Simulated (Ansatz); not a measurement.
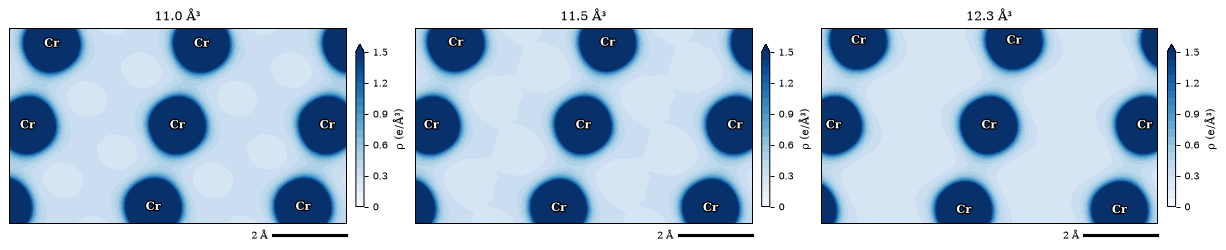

Cr. The valence electron density of cells scaled evenly to different volumes (given per atom above each panel), on the (001) plane of each (indices in the axes of the cell below), at one length scale and on one colour scale.

A generated structure, not necessarily the stable one; computed without spin polarisation.

Computed with Ansatz 0.2.0, DFT, LDA (PW92), plane waves (420 eV) with PAW, scalar-relativistic.

The density is the valence pseudo-density of a PAW calculation; it isn't the true density close to the nuclei.

The largest cell:

```
Cr
1.0
    -2.88920    2.88978    1.21047
     2.88978   -2.88920    1.21047
     1.76588    1.76588   -1.20941
Cr
2
Direct
  0.00002 0.99998 0.00000
  0.74998 0.25002 0.50000
```

| volume (Å³/atom) | Cr–Cr contact in the plane (Å) | ρ at its midpoint (e/Å³) | pressure (GPa) | 
| --- | --- | --- | --- |
| 11.03 | 2.331 | 0.470 | 0.0 | 
| 11.47 | 2.362 | 0.445 | −10.3 | 
| 11.91 | 2.392 | ? | ? | 
| 12.35 | 2.421 | 0.403 | −25.4 | 

> What values belong in the row with question marks?

Over the known rows ln ρ falls by 1.71 per Å of Cr–Cr distance (a least-squares line), which gives 0.423 e/Å³ at 2.392 Å; the calculation gives 0.422 e/Å³. For the pressure, a straight line in volume between the neighbouring rows gives −17.9 GPa; the calculation gives −18.6, lower because pressure rises ever faster on compression.
